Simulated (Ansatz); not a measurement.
## CdSe: single-point calculation (part 2 of 2)

The same run, continued: CdSe (P6₃mc, 4 atoms in the cell); DFT, PBE, paw_fr, spin-orbit coupling (Ansatz 0.2.0); cutoff 420 eV, 10×10×6 k-mesh, Gaussian smearing of 0.05 eV. The structure derives from an entry of the Crystallography Open Database.

Geometry of the input (Å; fractional positions):
```
4.3833  0.0000  0.0000
-2.1917  3.7961  0.0000
0.0000  0.0000  7.1544
Cd 0.6667  0.3333  -0.0004
Cd 0.3333  0.6667  0.4996
Se 0.6667  0.3333  0.3754
Se 0.3333  0.6667  0.8754
```

Output, continued
```
  k-point 55: bands = ["-94.8124", "-94.8124", "-94.8124", "-94.8124", "-59.9287", "-59.9287", "-59.9287", "-59.9287", "-54.1106", "-54.1106", "-54.1106", "-54.1106", "-54.1104", "-54.1104", "-54.1103", "-54.1103", "-40.3764", "-40.3764", "-40.3764", "-40.3764", "-40.3760", "-40.3760", "-40.3760", "-40.3760", "-39.4837", "-39.4837", "-39.4837", "-39.4837", "-39.4820", "-39.4820", "-39.4820", "-39.4820", "-39.4818", "-39.4818", "-39.4818", "-39.4818", "-5.2007", "-5.2007", "-5.1989", "-5.1989", "-1.3011", "-1.3011", "-1.2297", "-1.2297", "-1.1754", "-1.1754", "-1.0373", "-1.0373", "-0.6406", "-0.6406", "-0.5977", "-0.5977", "-0.5592", "-0.5592", "-0.4988", "-0.4988", "-0.3022", "-0.3022", "-0.1760", "-0.1760", "2.8179", "2.8179", "2.9051", "2.9051", "4.4998", "4.4998", "4.5949", "4.5949", "5.6385", "5.6385", "5.6987", "5.6987", "10.2931", "10.2931", "10.3692", "10.3692", "12.3713", "12.3713", "12.4541", "12.4541", "12.8052", "12.8052", "12.8906", "12.8906", "14.7812", "14.7812", "14.9307", "14.9307", "15.9443", "15.9443", "16.0991", "16.0991", "18.2453", "18.2453", "18.3068", "18.3068", "20.0255", "20.0255", "20.0513", "20.0513", "20.4754", "20.4754", "20.5587", "20.5587"]
```

File rho_z.tsv
```
# z_ang	rho[e/angstrom^3]	m_x[e/angstrom^3]	m_y[e/angstrom^3]	m_z[e/angstrom^3]	m_norm[e/angstrom^3]
# format = ansatz-planar-average/11
# lattice	4.383349379	-0.000000000	0.000000000
# lattice	-2.191674690	3.796091916	0.000000000
# lattice	0.000000000	0.000000000	7.154418679
# sites	4
# site	48	2.191674690	1.265363972	-0.002811325
# site	48	0.000000000	2.530727944	3.574398014
# site	34	2.191674690	1.265363972	2.685718330
# site	34	0.000000000	2.530727944	6.262927669
0.000000	1.351373e0	0.000000e0	0.000000e0	0.000000e0	0.000000e0
0.149050	1.207931e0	0.000000e0	0.000000e0	0.000000e0	0.000000e0
0.298101	9.161452e-1	0.000000e0	0.000000e0	0.000000e0	0.000000e0
0.447151	5.932065e-1	0.000000e0	0.000000e0	0.000000e0	0.000000e0
0.596202	3.366392e-1	0.000000e0	0.000000e0	0.000000e0	0.000000e0
0.745252	1.808878e-1	0.000000e0	0.000000e0	0.000000e0	0.000000e0
0.894302	1.050700e-1	0.000000e0	0.000000e0	0.000000e0	0.000000e0
1.043353	7.330263e-2	0.000000e0	0.000000e0	0.000000e0	0.000000e0
1.192403	6.226461e-2	0.000000e0	0.000000e0	0.000000e0	0.000000e0
1.341454	6.318882e-2	0.000000e0	0.000000e0	0.000000e0	0.000000e0
1.490504	7.285767e-2	0.000000e0	0.000000e0	0.000000e0	0.000000e0
1.639554	9.141154e-2	0.000000e0	0.000000e0	0.000000e0	0.000000e0
1.788605	1.192065e-1	0.000000e0	0.000000e0	0.000000e0	0.000000e0
1.937655	1.603377e-1	0.000000e0	0.000000e0	0.000000e0	0.000000e0
2.086705	2.362253e-1	0.000000e0	0.000000e0	0.000000e0	0.000000e0
2.235756	3.929820e-1	0.000000e0	0.000000e0	0.000000e0	0.000000e0
2.384806	6.827769e-1	0.000000e0	0.000000e0	0.000000e0	0.000000e0
2.533857	1.054234e0	0.000000e0	0.000000e0	0.000000e0	0.000000e0
2.682907	1.272483e0	0.000000e0	0.000000e0	0.000000e0	0.000000e0
2.831957	1.186887e0	0.000000e0	0.000000e0	0.000000e0	0.000000e0
2.981008	9.933907e-1	0.000000e0	0.000000e0	0.000000e0	0.000000e0
3.130058	9.588666e-1	0.000000e0	0.000000e0	0.000000e0	0.000000e0
3.279109	1.109228e0	0.000000e0	0.000000e0	0.000000e0	0.000000e0
3.428159	1.294423e0	0.000000e0	0.000000e0	0.000000e0	0.000000e0
3.577209	1.351373e0	0.000000e0	0.000000e0	0.000000e0	0.000000e0
3.726260	1.207931e0	0.000000e0	0.000000e0	0.000000e0	0.000000e0
3.875310	9.161452e-1	0.000000e0	0.000000e0	0.000000e0	0.000000e0
4.024361	5.932065e-1	0.000000e0	0.000000e0	0.000000e0	0.000000e0
4.173411	3.366392e-1	0.000000e0	0.000000e0	0.000000e0	0.000000e0
4.322461	1.808878e-1	0.000000e0	0.000000e0	0.000000e0	0.000000e0
4.471512	1.050700e-1	0.000000e0	0.000000e0	0.000000e0	0.000000e0
4.620562	7.330263e-2	0.000000e0	0.000000e0	0.000000e0	0.000000e0
4.769612	6.226461e-2	0.000000e0	0.000000e0	0.000000e0	0.000000e0
4.918663	6.318882e-2	0.000000e0	0.000000e0	0.000000e0	0.000000e0
5.067713	7.285767e-2	0.000000e0	0.000000e0	0.000000e0	0.000000e0
5.216764	9.141154e-2	0.000000e0	0.000000e0	0.000000e0	0.000000e0
5.365814	1.192065e-1	0.000000e0	0.000000e0	0.000000e0	0.000000e0
5.514864	1.603377e-1	0.000000e0	0.000000e0	0.000000e0	0.000000e0
5.663915	2.362253e-1	0.000000e0	0.000000e0	0.000000e0	0.000000e0
5.812965	3.929820e-1	0.000000e0	0.000000e0	0.000000e0	0.000000e0
5.962016	6.827769e-1	0.000000e0	0.000000e0	0.000000e0	0.000000e0
6.111066	1.054234e0	0.000000e0	0.000000e0	0.000000e0	0.000000e0
6.260116	1.272483e0	0.000000e0	0.000000e0	0.000000e0	0.000000e0
6.409167	1.186887e0	0.000000e0	0.000000e0	0.000000e0	0.000000e0
6.558217	9.933907e-1	0.000000e0	0.000000e0	0.000000e0	0.000000e0
6.707268	9.588666e-1	0.000000e0	0.000000e0	0.000000e0	0.000000e0
6.856318	1.109228e0	0.000000e0	0.000000e0	0.000000e0	0.000000e0
7.005368	1.294423e0	0.000000e0	0.000000e0	0.000000e0	0.000000e0
```

File v_z.tsv
```
# z_ang	v_es[eV]	v_tot[eV]	b_x[eV]	b_y[eV]	b_z[eV]
# format = ansatz-planar-average/11
# xc	pbe
# density_cutoff_ev	1680
# datasets	Cd=:simpson_from_first_knot:soft	Se=:simpson_from_first_knot:soft
# lattice	4.383349379	-0.000000000	0.000000000
# lattice	-2.191674690	3.796091916	0.000000000
# lattice	0.000000000	0.000000000	7.154418679
# sites	4
# site	48	2.191674690	1.265363972	-0.002811325
# site	48	0.000000000	2.530727944	3.574398014
# site	34	2.191674690	1.265363972	2.685718330
# site	34	0.000000000	2.530727944	6.262927669
0.000000	2.896028e0	-8.134894e0	0.000000e0	0.000000e0	0.000000e0
0.149050	3.853331e0	-6.605778e0	0.000000e0	0.000000e0	0.000000e0
0.298101	4.746183e0	-4.957592e0	0.000000e0	0.000000e0	0.000000e0
0.447151	5.691583e0	-3.134394e0	0.000000e0	0.000000e0	0.000000e0
0.596202	6.726340e0	-1.166432e0	0.000000e0	0.000000e0	0.000000e0
0.745252	7.859620e0	8.977477e-1	0.000000e0	0.000000e0	0.000000e0
0.894302	8.994595e0	2.854479e0	0.000000e0	0.000000e0	0.000000e0
1.043353	9.911350e0	4.333443e0	0.000000e0	0.000000e0	0.000000e0
1.192403	1.046179e1	4.970817e0	0.000000e0	0.000000e0	0.000000e0
1.341454	1.072485e1	5.094658e0	0.000000e0	0.000000e0	0.000000e0
1.490504	1.073110e1	4.964865e0	0.000000e0	0.000000e0	0.000000e0
1.639554	1.042656e1	4.303237e0	0.000000e0	0.000000e0	0.000000e0
1.788605	9.643787e0	2.955095e0	0.000000e0	0.000000e0	0.000000e0
1.937655	8.489181e0	1.167270e0	0.000000e0	0.000000e0	0.000000e0
2.086705	7.429733e0	-5.424274e-1	0.000000e0	0.000000e0	0.000000e0
2.235756	6.649715e0	-1.999222e0	0.000000e0	0.000000e0	0.000000e0
2.384806	6.019792e0	-3.304883e0	0.000000e0	0.000000e0	0.000000e0
2.533857	5.331254e0	-4.623097e0	0.000000e0	0.000000e0	0.000000e0
2.682907	4.423250e0	-6.087581e0	0.000000e0	0.000000e0	0.000000e0
2.831957	3.402333e0	-7.563623e0	0.000000e0	0.000000e0	0.000000e0
2.981008	2.495949e0	-8.779673e0	0.000000e0	0.000000e0	0.000000e0
3.130058	1.857582e0	-9.578228e0	0.000000e0	0.000000e0	0.000000e0
3.279109	1.643770e0	-9.832037e0	0.000000e0	0.000000e0	0.000000e0
3.428159	2.021324e0	-9.345923e0	0.000000e0	0.000000e0	0.000000e0
3.577209	2.896028e0	-8.134894e0	0.000000e0	0.000000e0	0.000000e0
3.726260	3.853331e0	-6.605778e0	0.000000e0	0.000000e0	0.000000e0
3.875310	4.746183e0	-4.957592e0	0.000000e0	0.000000e0	0.000000e0
4.024361	5.691583e0	-3.134394e0	0.000000e0	0.000000e0	0.000000e0
4.173411	6.726340e0	-1.166432e0	0.000000e0	0.000000e0	0.000000e0
4.322461	7.859620e0	8.977477e-1	0.000000e0	0.000000e0	0.000000e0
4.471512	8.994595e0	2.854479e0	0.000000e0	0.000000e0	0.000000e0
4.620562	9.911350e0	4.333443e0	0.000000e0	0.000000e0	0.000000e0
4.769612	1.046179e1	4.970817e0	0.000000e0	0.000000e0	0.000000e0
4.918663	1.072485e1	5.094658e0	0.000000e0	0.000000e0	0.000000e0
5.067713	1.073110e1	4.964865e0	0.000000e0	0.000000e0	0.000000e0
5.216764	1.042656e1	4.303237e0	0.000000e0	0.000000e0	0.000000e0
5.365814	9.643787e0	2.955095e0	0.000000e0	0.000000e0	0.000000e0
5.514864	8.489181e0	1.167270e0	0.000000e0	0.000000e0	0.000000e0
5.663915	7.429733e0	-5.424274e-1	0.000000e0	0.000000e0	0.000000e0
5.812965	6.649715e0	-1.999222e0	0.000000e0	0.000000e0	0.000000e0
5.962016	6.019792e0	-3.304883e0	0.000000e0	0.000000e0	0.000000e0
6.111066	5.331254e0	-4.623097e0	0.000000e0	0.000000e0	0.000000e0
6.260116	4.423250e0	-6.087581e0	0.000000e0	0.000000e0	0.000000e0
6.409167	3.402333e0	-7.563623e0	0.000000e0	0.000000e0	0.000000e0
6.558217	2.495949e0	-8.779673e0	0.000000e0	0.000000e0	0.000000e0
6.707268	1.857582e0	-9.578228e0	0.000000e0	0.000000e0	0.000000e0
6.856318	1.643770e0	-9.832037e0	0.000000e0	0.000000e0	0.000000e0
7.005368	2.021324e0	-9.345923e0	0.000000e0	0.000000e0	0.000000e0
```

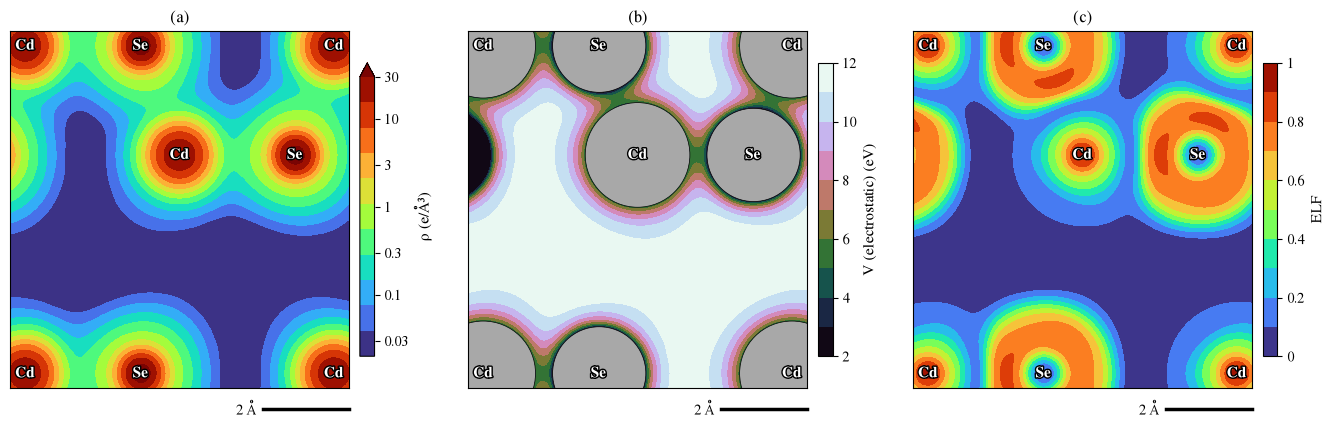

Figure 1. (a) valence charge density (pseudo); (b) electrostatic potential energy of an electron; (c) ELF on the (110) plane of the conventional cell. Grey discs, where drawn, cover atomic cores. Atoms in the plane: Cd and Se. Cd–Se (2.68 Å): ρ is about 0.36 e/Å³ halfway; the ELF peaks at about 0.80 in the valence shell of Se, 0.8 Å from its nucleus, and drops to about 0.15 between the two atoms. Away from the nuclei the density in this plane falls to 0.005 e/Å³ at its lowest. The strong features right at Cd lie inside the PAW spheres (semicore, d or f shells) and say nothing about bonding. Outside the cores the potential energy rises away from the atoms and is highest about 2.6 Å from the nearest atoms; outside the discs it spans about 10 eV, and its zero is arbitrary. In a PAW calculation such maps are meaningful between the atoms, not at the nuclei.

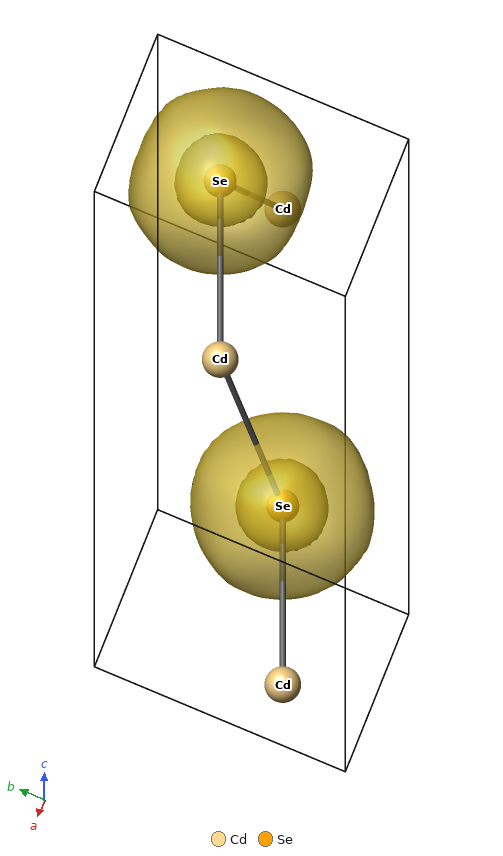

Figure 2. Isosurface of the electron localisation function at 0.7 (yellow), seen at an oblique angle. Only the valence region is drawn (cores and ρ < 0.01 e/Å³ removed). Sticks mark near contacts. The outline is the cell set on symmetry axes. Along the contacts the grid gives the following. Cd–Se (2.68 Å): the ELF peaks at about 0.80 in the valence shell of Se, 0.9 Å from its nucleus, and drops to about 0.15 between the two atoms.

Summary

- outcome: converged
- space group (tolerance 0.01 Å): P6₃mc (186)
- electrons treated: 72
- free energy: −27455.2960 eV
- Fermi energy: 7.024 eV
- gap on the k-point mesh: 0.43 eV
- net moment of the cell: 0.00 μB
- integrated absolute moment: 0.00 μB
- pressure: −0.04 GPa
- largest force (length of the vector): 0.001 eV/Å
- wall time: 58 s (CPU time 3.8 min)
- peak memory: 1.7 GiB

Remarks

Settings chosen away from the usual ones: scf.n_extra_bands = 32, scf.convergence.dr2_threshold = 1e-08, hamiltonian.pseudopotentials = {"kind": "paw_fr"}, magnetization = {"noncollinear": true, "spin_orbit": true}. Warnings of the run: the SCF threshold is looser than advised for the printed stress.
